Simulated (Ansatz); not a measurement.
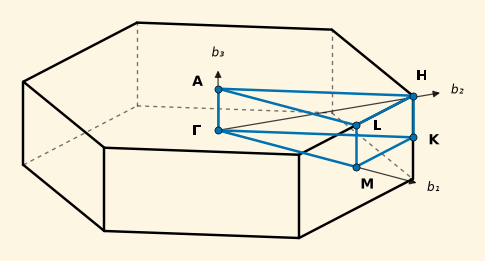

Crystal: Ni, the input geometry of an electronic-structure calculation (not necessarily at equilibrium); the starting structure was generated, so it need not be a known form of this composition. The first Brillouin zone and its special points. Geometry calculated from the standardised cell; symmetry tolerance 0.002 Å.

Space group P6_3/mmc (No. 194); a = 2.506 Å, b = 2.506 Å, c = 8.201 Å, α = 90.00°, β = 90.00°, γ = 120.00°.

Labels and path follow the convention of Hinuma et al. (2017), as computed by seekpath; the arrows show the directions of the reciprocal primitive vectors b₁, b₂, b₃, in which coordinates are given; lengths include the factor 2π.

Q: List the special points with their coordinates and distances from Γ.

A:
```tsv
point	k₁	k₂	k₃	length of k (1/Å)
Γ	0	0	0	0.000
A	0	0	1/2	0.383
K	1/3	1/3	0	1.672
H	1/3	1/3	1/2	1.715
M	1/2	0	0	1.448
L	1/2	0	1/2	1.498
```

Q: What is the zone's volume?

A: (2π)³ over the primitive cell's volume of 44.59 Å³: 5.56 Å⁻³.
